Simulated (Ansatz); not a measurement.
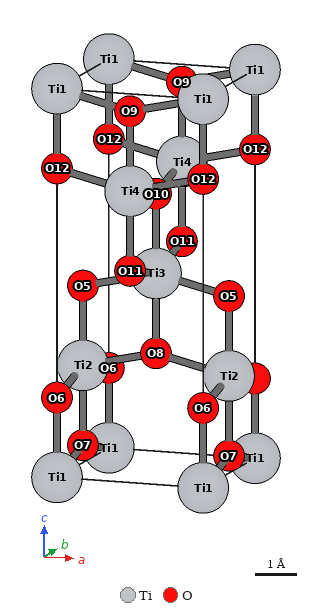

The starting point is a crystal of TiO₂ (set up in I4_1/amd). The picture is a ball-and-stick view of the cell of the calculation, seen slightly off an axis.

Computed with DFT PBE+U, scalar-relativistic, plane waves, PAW in Ansatz 0.2.0. (plane-wave cutoff 420 eV; k-point mesh 6 × 6 × 4; occupations gaussian; smearing width 0.02 eV; U Ti 4.0 eV; no spin polarisation)

Now this is done to it. Uniaxial strain along a, −3.0 %, is applied. The b and c axes and the atoms are relaxed.

Input file:
```yaml
crystal:
  lattice:
    - [3.7034607042, 0.0, 0.0]
    - [0.0, 3.8466357314, 0.0]
    - [0.0, 0.0, 9.8484262268]
  atoms:
    - { symbol: Ti, position: [0.0, 0.0, 0.0016972801] }
    - { symbol: Ti, position: [0.0, 0.5, 0.2483027199] }
    - { symbol: Ti, position: [0.5, 0.5, 0.5016972801] }
    - { symbol: Ti, position: [0.5, 0.0, 0.7483027199] }
    - { symbol: O, position: [0.0, 0.5, 0.4545562906] }
    - { symbol: O, position: [0.0, 0.0, 0.204067172] }
    - { symbol: O, position: [0.0, 0.5, 0.045932828] }
    - { symbol: O, position: [0.5, 0.5, 0.2954437094] }
    - { symbol: O, position: [0.5, 0.0, 0.9545562906] }
    - { symbol: O, position: [0.5, 0.5, 0.704067172] }
    - { symbol: O, position: [0.5, 0.0, 0.545932828] }
    - { symbol: O, position: [0.0, 0.0, 0.7954437094] }
basis:
  ecutwfc: 420
kpoints:
  mp_grid: { grid: [6, 6, 4] }
hamiltonian:
  xc: pbe
  hubbard: { sites: [{ species: Ti, l: d, u_eff: 4.0 }] }
scf:
  occupations: { method: gaussian, width: 0.02 }
output:
  forces: true
  stress: true
  eigenvalues: true
  write_density: true
  write_potential: true
  elf: true
  volumetric_format: npy
relax:
  adjacent_minimum: "off"
  f_tol: 0.008
  max_steps: 40
  cell: { stress_tol: 0.015, fix: [a, angles] }
```

Command:
```bash
ansatz run input.yaml --threads 1 --pin off --max-ram 2560MiB --backend cpu --events-out ev --progress --plain --runs-dir out
```

What does the calculation give for the changed structure?

The volume changes by −0.6 %, with a 3.818 → 3.703 Å (−3.0 %), b 3.818 → 3.839 Å (+0.6 %), c 9.775 → 9.958 Å (+1.9 %). The largest moves relative to the cell, 0.035 Å, are those of Ti1, Ti2, Ti3 and Ti4. Ti4 goes along −c. By element the largest moves are Ti 0.035 Å, O 0.025 Å. Some distances before and after: O–Ti 2.007 → 1.985 to 2.063 Å, O–Ti 1.958 → 1.917 to 1.969 Å. The space group (tolerance 0.01 Å) goes from I4_1/amd (No. 141) to Imma (No. 74). The energy rises by 7.9 meV per atom. Pressure: 0.0 GPa before, 2.4 GPa after. The principal stresses (compression positive) are 7.1 GPa along a and none across it. The gap on the k-mesh: 2.68 eV before, 2.79 eV after.

Drawn alike, the variant:

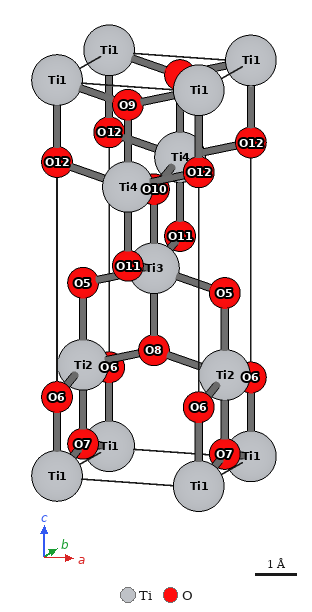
